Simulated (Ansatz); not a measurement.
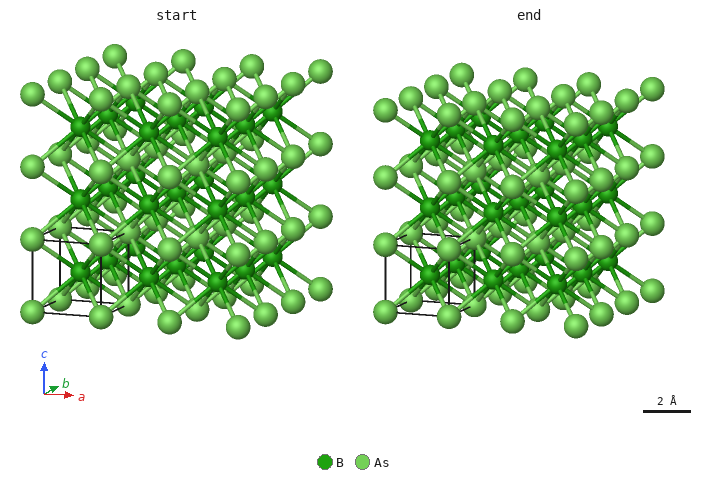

The structure of a crystal of BAs (a generated structure, set up in Pm-3m) (coarse preliminary run) before (left) and after (right) a relaxation, at one scale.

The picture is a ball-and-stick view of the cell of the calculation, repeated 3 × 3 × 3 with one cell outlined, seen slightly off an axis.

Theory: DFT PBE, scalar-relativistic, plane waves, PAW in Ansatz 0.2.0. (plane-wave cutoff 420 eV; k-point mesh 6 × 6 × 6; occupations gaussian; smearing width 0.1 eV; no spin polarisation; cell and atoms relaxed; force threshold 0.04 eV/Å; at most 70 steps)

> Summarise the run.

After 3 accepted moves (4 points after the start) the energy has fallen by 0.386 eV per cell of the calculation. All forces vanish by symmetry, so only the cell relaxes. The pressure goes from −15.20 to −0.35 GPa. The SCF was repeated once at an unchanged geometry on a basis and grid sized afresh for the cell, which shifted the energy by 1.7 meV per cell of the calculation at most. The atoms keep their places relative to the cell (all moves are under 0.005 Å). Cell: a = b = c 3.182 → 2.948 Å (−7.3 %). Volume −20.4 %. Some distances before and after: As–B 2.755 → 2.553 Å. The space group stays Pm-3m (No. 221). Cost: 23 s on 1 thread of Intel(R) Xeon(R) Processor @ 2.50GHz (Skylake/Cascade Lake) (shared host), peak memory 0.32 GiB.
